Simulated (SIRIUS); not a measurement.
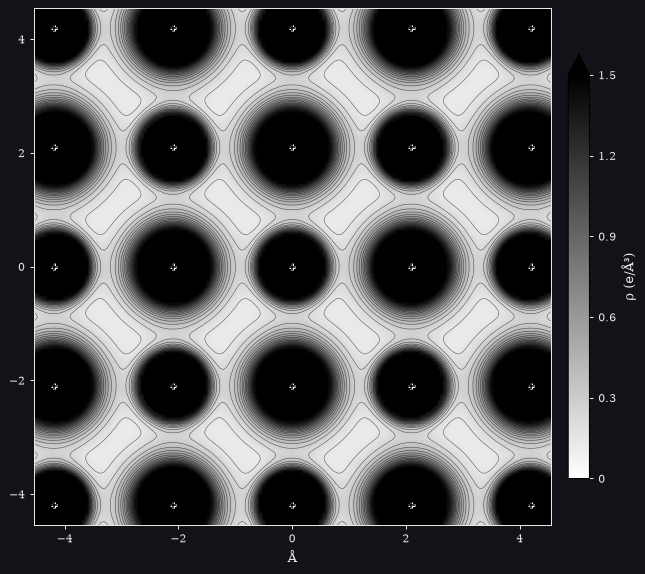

The total electron density on a plane through atoms (crosses mark nuclei in the plane).

Level of theory: Kohn-Sham DFT of a periodic cell, PBEsol, all-electron FP-LAPW in SIRIUS 7.12.0.

Candidates:
A. MgO, a = 4.19 Å, b = 4.19 Å, c = 4.19 Å, α = 90.00°, β = 90.00°, γ = 90.00°. Space group Fm-3m; a structure from a database of computed crystals, not necessarily the ambient phase.
B. ZnO, a = 3.25 Å, b = 3.25 Å, c = 5.21 Å, α = 90.00°, β = 90.00°, γ = 120.00°. Space group P6₃mc.
C. BN, a = 3.63 Å, b = 3.63 Å, c = 3.63 Å, α = 90.00°, β = 90.00°, γ = 90.00°. Space group F-43m; a structure from a database of computed crystals, not necessarily the ambient phase.

> Which candidate gave the map?

Candidate A: MgO on the (010) plane of the conventional cell, which holds Mg and O. Mg–O (2.10 Å): ρ at the midpoint is about 0.34 e/Å³.
